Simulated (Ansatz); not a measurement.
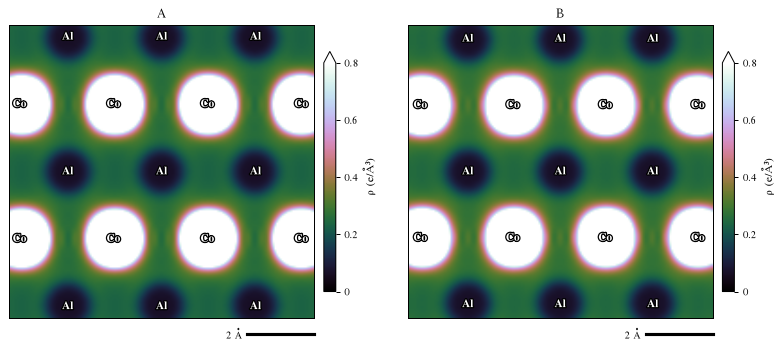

AlCo. The valence electron density of two cells that differ in size, on the (11̄0) plane of each (indices in the axes of the calculation cell), at one length scale and on one colour scale; one has 11.0 and the other 11.5 Å³ an atom.

All numbers below come from Ansatz, DFT PBEsol, scalar-relativistic, plane waves, PAW.

Core electrons are frozen (PAW), and the valence fields are smoothed inside the atomic spheres.

The larger cell:

```yaml
crystal:
  lattice:
    - [2.86169, 0.00000, 0.00000]
    - [0.00000, 2.86169, 0.00000]
    - [0.00000, 0.00000, 2.81940]
  atoms:
    - { symbol: Al, position: [0.00000, 0.00000, 0.00000] }
    - { symbol: Co, position: [0.50000, 0.50000, 0.50000] }
```

The smaller cell: a = 2.819 Å, b = 2.819 Å, c = 2.777 Å, α = 90.00°, β = 90.00°, γ = 90.00°.

Which panel shows the smaller cell, and what does the compression change?

Answer. Panel B is the smaller cell, by 4 % in volume. From the larger cell to the smaller, Co–Co goes from 2.82 to 2.78 Å, and the density at its midpoint from 0.25 to 0.32 e/Å³; Al–Al goes from 2.82 to 2.78 Å; Al–Co goes from 2.47 to 2.43 Å, and the density at its midpoint from 0.32 to 0.34 e/Å³; the pressure goes from −4.7 to 3.8 GPa.
